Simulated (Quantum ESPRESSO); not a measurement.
## CdTe: phonon bands calculation (part 1 of 2)

CdTe (F-43m, 2 atoms in the cell), computed with Kohn-Sham DFT of a periodic cell, PBEsol, GBRV 1.5 PBEsol, no spin polarisation (Quantum ESPRESSO 7.5).

The structure derives from an entry of the Crystallography Open Database.

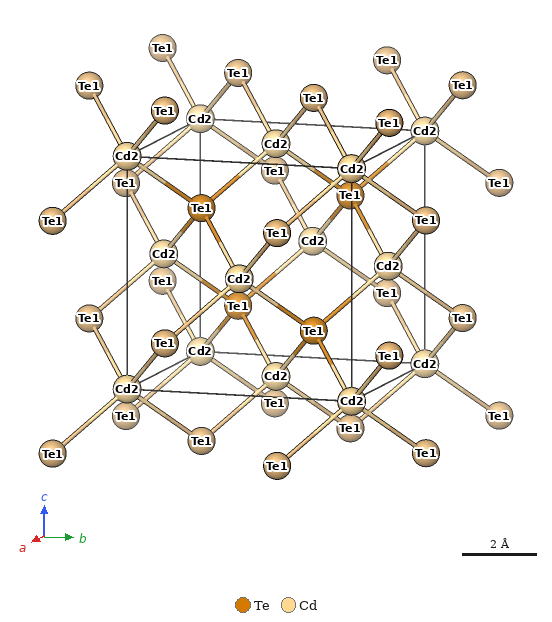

The structure as given in the input (ball-and-stick view of the cell 4 times as large as that of the calculation, set on its symmetry axes, seen slightly off an axis; neighbours outside the cell are drawn fainter; atoms are numbered from 1 in the order of the input).

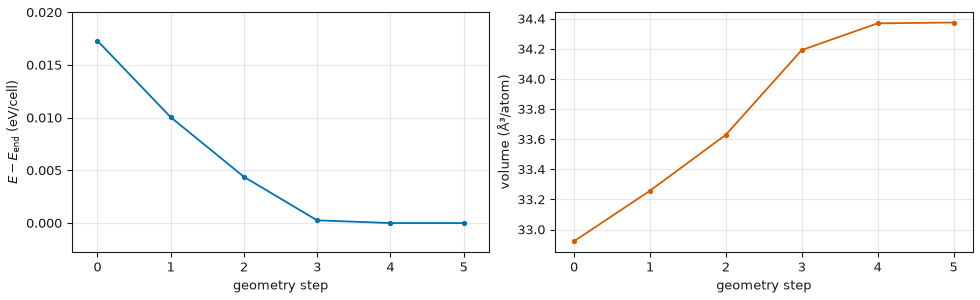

Progress of the relaxation, step by step (steps are counted from 0).

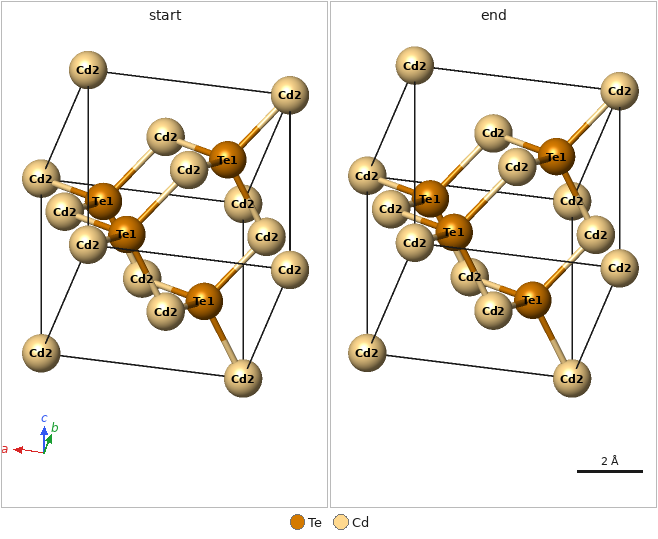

Before (left) and after (right) the relaxation, at one scale (ball-and-stick view of the cell 4 times as large as that of the calculation, set on its symmetry axes, seen at an oblique angle). After 5 geometry steps the energy has fallen by 17.3 meV per cell of the calculation. All forces vanish by symmetry, so only the cell relaxes. No atom moves by more than 0.005 Å relative to the cell. The volume changes by +4.4 %, with a = b = c 6.410 → 6.503 Å (+1.5 %). Distances before and after: Te1–Cd2 2.776 → 2.816 Å. The space group stays F-43m (No. 216). (Atoms are counted from 1 in the order of the input.)

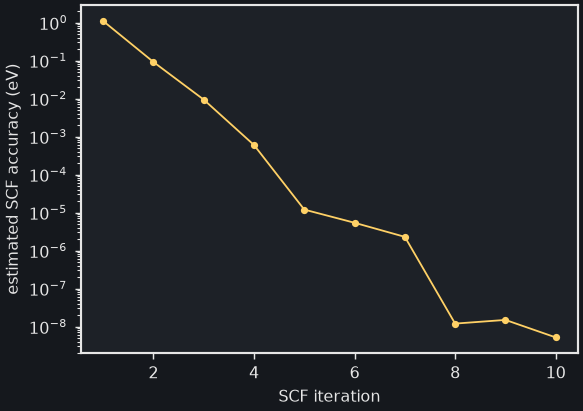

Convergence of the self-consistent field: estimated SCF accuracy against the iteration. The field takes 10 iterations in all.

The input that produced these results follows, with the program's output.

The input
```
&CONTROL
  calculation = 'scf'
  prefix = 'pwscf'
  outdir = './tmp'
  pseudo_dir = './pseudo'
  tprnfor = .true.
  tstress = .true.
  disk_io = 'low'
/
&SYSTEM
  ibrav = 0
  nat = 2
  ntyp = 2
  ecutwfc = 45
  ecutrho = 360
  nbnd = 15
  occupations = 'smearing'
  smearing = 'fd'
  degauss = 0.00367493
/
&ELECTRONS
  conv_thr = 4d-10
  electron_maxstep = 120
  mixing_beta = 0.5
/
ATOMIC_SPECIES
Te   127.6000 te_pbesol_v1.uspp.F.UPF
Cd   112.4140 cd_pbesol_v1.uspp.F.UPF
CELL_PARAMETERS angstrom
   0.0000000000    3.2050000000    3.2050000000
   3.2050000000    0.0000000000    3.2050000000
   3.2050000000    3.2050000000    0.0000000000
ATOMIC_POSITIONS angstrom
Te     4.8075000000    4.8075000000    4.8075000000
Cd     0.0000000000    0.0000000000    0.0000000000
K_POINTS automatic
4 4 4 1 1 1
```

File relax.in
```
&CONTROL
  calculation = 'vc-relax'
  prefix = 'pwscf'
  outdir = './tmp'
  pseudo_dir = './pseudo'
  tprnfor = .true.
  tstress = .true.
  disk_io = 'low'
  nstep = 40
  forc_conv_thr = 0.0001
  etot_conv_thr = 1d-06
/
&SYSTEM
  ibrav = 0
  nat = 2
  ntyp = 2
  ecutwfc = 45
  ecutrho = 360
  nbnd = 15
  occupations = 'smearing'
  smearing = 'fd'
  degauss = 0.00367493
/
&ELECTRONS
  conv_thr = 4d-10
  electron_maxstep = 120
  mixing_beta = 0.5
/
&IONS
  ion_dynamics = 'bfgs'
/
&CELL
  cell_dynamics = 'bfgs'
  press = 0
  press_conv_thr = 0.2
/
ATOMIC_SPECIES
Te   127.6000 te_pbesol_v1.uspp.F.UPF
Cd   112.4140 cd_pbesol_v1.uspp.F.UPF
CELL_PARAMETERS angstrom
   0.0000000000    3.2050000000    3.2050000000
   3.2050000000    0.0000000000    3.2050000000
   3.2050000000    3.2050000000    0.0000000000
ATOMIC_POSITIONS angstrom
Te     4.8075000000    4.8075000000    4.8075000000
Cd     0.0000000000    0.0000000000    0.0000000000
K_POINTS automatic
4 4 4 1 1 1
```

File scf2.in
```
&CONTROL
  calculation = 'scf'
  prefix = 'pwscf'
  outdir = './tmp'
  pseudo_dir = './pseudo'
  tprnfor = .true.
  tstress = .true.
  disk_io = 'low'
/
&SYSTEM
  ibrav = 0
  nat = 2
  ntyp = 2
  ecutwfc = 45
  ecutrho = 360
  nbnd = 15
  occupations = 'fixed'
/
&ELECTRONS
  conv_thr = 1d-13
  electron_maxstep = 120
  mixing_beta = 0.5
  startingpot = 'file'
  startingwfc = 'file'
/
ATOMIC_SPECIES
Te   127.6000 te_pbesol_v1.uspp.F.UPF
Cd   112.4140 cd_pbesol_v1.uspp.F.UPF
CELL_PARAMETERS angstrom
   0.0000000000    3.2514768782    3.2514768782
   3.2514768782    0.0000000000    3.2514768782
   3.2514768782    3.2514768782    0.0000000000
ATOMIC_POSITIONS angstrom
Te     4.8772153173    4.8772153173    4.8772153173
Cd     0.0000000000    0.0000000000    0.0000000000
K_POINTS automatic
4 4 4 1 1 1
```

File ph.in
```
phonon_bands of CdTe
&INPUTPH
  prefix = 'pwscf'
  outdir = './tmp'
  tr2_ph = 1d-16
  fildyn = 'dyn'
  niter_ph = 60
  alpha_mix(1) = 0.7
  epsil = .true.
  ldisp = .true.
  nq1 = 2
  nq2 = 2
  nq3 = 2
/
```

File q2r.in
```
&INPUT
  fildyn = 'dyn'
  zasr = 'crystal'
  flfrc = 'fc'
/
```

File matdyn.in
```
&INPUT
  asr = 'crystal'
  flfrc = 'fc'
  flfrq = 'freq'
  q_in_cryst_coord = .true.
  flvec = ' '
/
80
 0.0000000000  0.0000000000  0.0000000000
 0.0454545455  0.0000000000  0.0454545455
 0.0909090909  0.0000000000  0.0909090909
 0.1363636364  0.0000000000  0.1363636364
 0.1818181818  0.0000000000  0.1818181818
 0.2272727273  0.0000000000  0.2272727273
 0.2727272727  0.0000000000  0.2727272727
 0.3181818182  0.0000000000  0.3181818182
 0.3636363636  0.0000000000  0.3636363636
 0.4090909091  0.0000000000  0.4090909091
 0.4545454545  0.0000000000  0.4545454545
 0.5000000000  0.0000000000  0.5000000000
 0.5000000000  0.0500000000  0.5500000000
 0.5000000000  0.1000000000  0.6000000000
 0.5000000000  0.1500000000  0.6500000000
 0.5000000000  0.2000000000  0.7000000000
 0.5000000000  0.2500000000  0.7500000000
 0.4687500000  0.2812500000  0.7500000000
 0.4375000000  0.3125000000  0.7500000000
 0.4062500000  0.3437500000  0.7500000000
 0.3750000000  0.3750000000  0.7500000000
 0.3461538462  0.3461538462  0.6923076923
 0.3173076923  0.3173076923  0.6346153846
 0.2884615385  0.2884615385  0.5769230769
 0.2596153846  0.2596153846  0.5192307692
 0.2307692308  0.2307692308  0.4615384615
 0.2019230769  0.2019230769  0.4038461538
 0.1730769231  0.1730769231  0.3461538462
 0.1442307692  0.1442307692  0.2884615385
 0.1153846154  0.1153846154  0.2307692308
 0.0865384615  0.0865384615  0.1730769231
 0.0576923077  0.0576923077  0.1153846154
 0.0288461538  0.0288461538  0.0576923077
 0.0000000000  0.0000000000  0.0000000000
 0.0454545455  0.0454545455  0.0454545455
 0.0909090909  0.0909090909  0.0909090909
 0.1363636364  0.1363636364  0.1363636364
 0.1818181818  0.1818181818  0.1818181818
 0.2272727273  0.2272727273  0.2272727273
 0.2727272727  0.2727272727  0.2727272727
 0.3181818182  0.3181818182  0.3181818182
 0.3636363636  0.3636363636  0.3636363636
 0.4090909091  0.4090909091  0.4090909091
 0.4545454545  0.4545454545  0.4545454545
 0.5000000000  0.5000000000  0.5000000000
 0.5178571429  0.4642857143  0.5178571429
 0.5357142857  0.4285714286  0.5357142857
 0.5535714286  0.3928571429  0.5535714286
 0.5714285714  0.3571428571  0.5714285714
 0.5892857143  0.3214285714  0.5892857143
 0.6071428571  0.2857142857  0.6071428571
 0.6250000000  0.2500000000  0.6250000000
 0.5937500000  0.2500000000  0.6562500000
 0.5625000000  0.2500000000  0.6875000000
 0.5312500000  0.2500000000  0.7187500000
 0.5000000000  0.2500000000  0.7500000000
 0.5000000000  0.2750000000  0.7250000000
 0.5000000000  0.3000000000  0.7000000000
 0.5000000000  0.3250000000  0.6750000000
 0.5000000000  0.3500000000  0.6500000000
 0.5000000000  0.3750000000  0.6250000000
 0.5000000000  0.4000000000  0.6000000000
 0.5000000000  0.4250000000  0.5750000000
 0.5000000000  0.4500000000  0.5500000000
 0.5000000000  0.4750000000  0.5250000000
 0.5000000000  0.5000000000  0.5000000000
 0.4861111111  0.4861111111  0.5277777778
 0.4722222222  0.4722222222  0.5555555556
 0.4583333333  0.4583333333  0.5833333333
 0.4444444444  0.4444444444  0.6111111111
 0.4305555556  0.4305555556  0.6388888889
 0.4166666667  0.4166666667  0.6666666667
 0.4027777778  0.4027777778  0.6944444444
 0.3888888889  0.3888888889  0.7222222222
 0.3750000000  0.3750000000  0.7500000000
 0.6250000000  0.2500000000  0.6250000000
 0.5937500000  0.1875000000  0.5937500000
 0.5625000000  0.1250000000  0.5625000000
 0.5312500000  0.0625000000  0.5312500000
 0.5000000000  0.0000000000  0.5000000000
```

File matdyn_dos.in
```
&INPUT
  asr = 'crystal'
  flfrc = 'fc'
  dos = .true.
  fldos = 'phdos'
  nk1 = 8
  nk2 = 8
  nk3 = 8
  deltaE = 1
  flvec = ' '
  flfrq = ' '
/
```

Run as:
```bash
OMP_NUM_THREADS=1 pw.x -in pw.in > pw.out
OMP_NUM_THREADS=1 pw.x -in relax.in > relax.out
OMP_NUM_THREADS=1 pw.x -in scf2.in > scf2.out
OMP_NUM_THREADS=1 ph.x -in ph.in > ph.out
OMP_NUM_THREADS=1 q2r.x -in q2r.in > q2r.out
OMP_NUM_THREADS=1 matdyn.x -in matdyn.in > matdyn.out
OMP_NUM_THREADS=1 matdyn.x -in matdyn_dos.in > matdyn_dos.out
```

Log
```
This program is part of the open-source Quantum ESPRESSO suite
     for quantum simulation of materials; please cite
         "P. Giannozzi et al., J. Phys.:Condens. Matter 21 395502 (2009);
         "P. Giannozzi et al., J. Phys.:Condens. Matter 29 465901 (2017);
         "P. Giannozzi et al., J. Chem. Phys. 152 154105 (2020);
          URL
     in publications or presentations arising from this work. More details at

     Message from routine setup:
     using ibrav=0 with symmetry is DISCOURAGED, use correct ibrav instead

     G-vector sticks info
     --------------------
     sticks:   dense  smooth     PW     G-vecs:    dense   smooth      PW
     Sum        1813     913    271                51253    18149    2975

     Using Slab Decomposition

     bravais-lattice index     =            0
     lattice parameter (alat)  =       8.5653  a.u.
     unit-cell volume          =     444.3352 (a.u.)^3
     number of atoms/cell      =            2
     number of atomic types    =            2
     number of electrons       =        18.00
     number of Kohn-Sham states=           15
     kinetic-energy cutoff     =      45.0000  Ry
     charge density cutoff     =     360.0000  Ry
     scf convergence threshold =      4.0E-10
     mixing beta               =       0.5000
     number of iterations used =            8  plain     mixing
     Exchange-correlation= SLA  PW   PSX  PSC
                           (   1   4  10   8   0   0   0)

     celldm(1)=   8.565287  celldm(2)=   0.000000  celldm(3)=   0.000000
     celldm(4)=   0.000000  celldm(5)=   0.000000  celldm(6)=   0.000000

     crystal axes: (cart. coord. in units of alat)
               a(1) = (   0.000000   0.707107   0.707107 )
               a(2) = (   0.707107   0.000000   0.707107 )
               a(3) = (   0.707107   0.707107   0.000000 )

     reciprocal axes: (cart. coord. in units 2 pi/alat)
               b(1) = ( -0.707107  0.707107  0.707107 )
               b(2) = (  0.707107 -0.707107  0.707107 )
               b(3) = (  0.707107  0.707107 -0.707107 )

     PseudoPot. # 1 for Te read from file:
     te_pbesol_v1.uspp.F.UPF
     Pseudo is Ultrasoft + core correction, Zval =  6.0
     Generated by new atomic code, or converted to UPF format
     Using radial grid of  891 points,  5 beta functions with:
                l(1) =   0
                l(2) =   0
                l(3) =   1
                l(4) =   1
                l(5) =   2
     Q(r) pseudized with  6 coefficients,  rinner =    1.800   1.800   1.800
                                                       1.800   1.800

     PseudoPot. # 2 for Cd read from file:
     cd_pbesol_v1.uspp.F.UPF
     Pseudo is Ultrasoft + core correction, Zval = 12.0
     Generated by new atomic code, or converted to UPF format
     Using radial grid of  889 points,  6 beta functions with:
                l(1) =   0
                l(2) =   0
                l(3) =   1
                l(4) =   1
                l(5) =   2
                l(6) =   2
     Q(r) pseudized with  6 coefficients,  rinner =    1.000   1.000   1.000
                                                       1.000   1.000

     atomic species   valence    mass     pseudopotential
     Te                6.00   127.60000     Te( 1.00)
     Cd               12.00   112.41400     Cd( 1.00)

     24 Sym. Ops. (no inversion) found

   Cartesian axes

     site n.     atom                  positions (alat units)
         1        Te     tau(   1) = (   1.0606602   1.0606602   1.0606602  )
         2        Cd     tau(   2) = (   0.0000000   0.0000000   0.0000000  )
```
